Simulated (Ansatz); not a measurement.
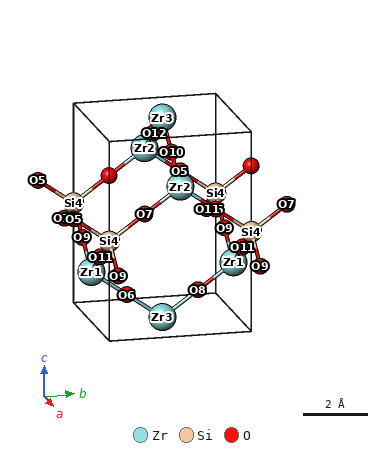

This is the input geometry for a relaxation of crystalline Zr3SiO8 (a generated structure, set up in P-4m2) (coarse preliminary run). The picture is a ball-and-stick view of the cell of the calculation, seen slightly off an axis.

Computed with Ansatz 0.2.0, DFT PBE, scalar-relativistic, plane waves, PAW.

Input
```yaml
crystal:
  lattice:
    - [4.60875121, 0.0, 0.0]
    - [0.0, 4.60875121, 0.0]
    - [0.0, 0.0, 6.51775847]
  atoms:
    - { symbol: Zr, position: [0.5, 0.0, 0.25] }
    - { symbol: Zr, position: [0.0, 0.5, 0.75] }
    - { symbol: Zr, position: [0.5, 0.5, 0.0] }
    - { symbol: Si, position: [0.0, 0.0, 0.5] }
    - { symbol: O, position: [0.0, 0.75, 0.625] }
    - { symbol: O, position: [0.5, 0.25, 0.125] }
    - { symbol: O, position: [0.0, 0.25, 0.625] }
    - { symbol: O, position: [0.5, 0.75, 0.125] }
    - { symbol: O, position: [0.25, 0.0, 0.375] }
    - { symbol: O, position: [0.75, 0.5, 0.875] }
    - { symbol: O, position: [0.75, 0.0, 0.375] }
    - { symbol: O, position: [0.25, 0.5, 0.875] }
basis:
  ecutwfc: 420
kpoints:
  mp_grid: { grid: [4, 4, 4] }
hamiltonian:
  xc: pbe
scf:
  occupations: { method: gaussian, width: 0.1 }
  lower_state_search: "off"
output:
  forces: true
  stress: true
  eigenvalues: true
relax:
  adjacent_minimum: "off"
  f_tol: 0.04
  max_steps: 70
  cell: { stress_tol: 0.4 }
```

Command:
```bash
ansatz run input.yaml --threads 1 --pin off --max-ram 2560MiB --backend cpu --events-out ev --progress --plain --runs-dir out
```

Where does the relaxation end?

Answer. The energy falls by 10493 meV per atom in 16 accepted moves (19 points after the start). Largest force component: 31 eV/Å at the start, 0.017 eV/Å at the end. Pressure: 383.87 GPa at the start and 0.12 GPa at the end. At 3 points the geometry stayed and the basis and grid were re-selected for the new cell (energy shift of 704 meV per atom at most each time). The largest moves relative to the cell, 0.24 Å, are those of Zr1 and Zr2. Zr2 goes along −c. By element the largest moves are Zr 0.24 Å, O 0.24 Å. Si stays in place. Cell: a = b 4.609 → 6.112 Å (+32.6 %), c 6.518 → 8.722 Å (+33.8 %). Volume +135.4 %. Some distances before and after: Zr1–Zr3 2.822 → 3.901 Å, Zr1–Si4 2.822 → 3.618 Å, Zr1–O11 1.411 → 1.976 Å, Zr3–O10 1.411 → 1.956 Å. Bonds break: Zr1–Zr3 (2.82 → 3.90 Å), Zr2–Zr3 (2.82 → 3.90 Å). Among the angles between lasting bonds that change: O5–Zr2–O7 109.5° → 117.6°, O10–Zr2–O12 109.5° → 102.4°, O6–Zr3–O8 109.5° → 103.9°. The space group stays P-4m2 (No. 115). Cost: 2.6 min on 1 thread of AMD EPYC 9R45 96-Core Processor (Zen 5) (shared host), peak memory 0.65 GiB.

Final geometry:

```
CELL_PARAMETERS angstrom
6.11218 0.00000 0.00000
0.00000 6.11218 0.00000
0.00000 0.00000 8.72188
ATOMIC_POSITIONS crystal
Zr 0.50000 0.00000 0.27791
Zr 0.00000 0.50000 0.72209
Zr 0.50000 0.50000 0.00000
Si 0.00000 0.00000 0.50000
O 0.00000 0.77659 0.60471
O 0.50000 0.24795 0.13821
O 0.00000 0.22341 0.60471
O 0.50000 0.75205 0.13821
O 0.22341 0.00000 0.39529
O 0.75205 0.50000 0.86179
O 0.77659 0.00000 0.39529
O 0.24795 0.50000 0.86179
```

The end point in the same view:

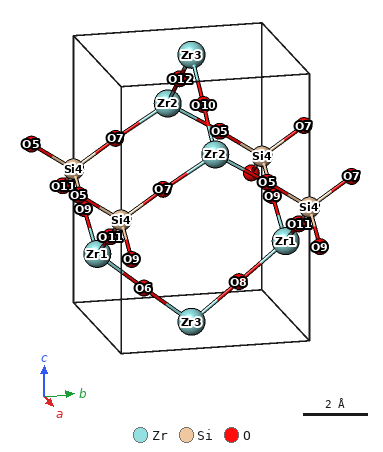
